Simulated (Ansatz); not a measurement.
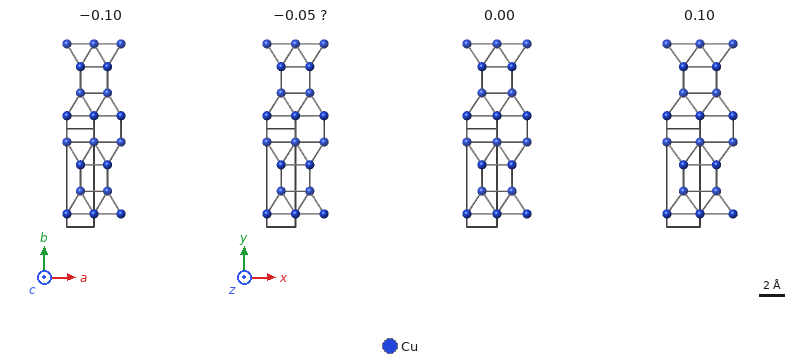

Solid Cu (Cmcm): the cell is strained along x alone, with the atoms kept at their fractional coordinates. x, y and z are the Cartesian axes of the input. The picture is a ball-and-stick view of the conventional cell (2 times the calculation's cell), repeated 1 × 1 × 1 with one cell outlined, repeated 2 × 2 × 2 with one cell outlined, seen along the c axis. Lengths and directions refer to the drawn axes.

These are results of DFT PBEsol, scalar-relativistic, plane waves, PAW (Ansatz), not measurements. (plane-wave cutoff 420 eV; k-point mesh 20 × 20 × 20; occupations gaussian; smearing width 0.15 eV; no spin polarisation). Energies (free energies at the smearing named) are counted from the cell as listed in its source, which wasn't relaxed.

```tsv
strain	E − E(ref) (meV/atom)
−0.100	157.1
−0.075	77.2
−0.050	?
0.000	0.0
0.025	8.9
0.075	55.6
0.100	88.2
```

> Fill in the missing row.

A straight line between the two neighbours gives 51.5 meV/atom. A cubic through the four nearest rows (−0.100, −0.075, 0.000, 0.025) gives, with Lagrange weights, (−0.3000)(157.1) + (1.0000)(77.2) + (0.5000)(0.0) + (−0.2000)(8.9) = 28.3 meV/atom. The calculation gives 29.0 meV/atom, so the cubic is 0.7 meV/atom too low and the straight line 22.5 meV/atom too high, as the curve bends upwards here.

The whole profile:

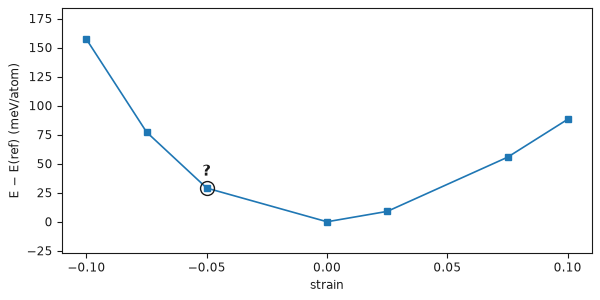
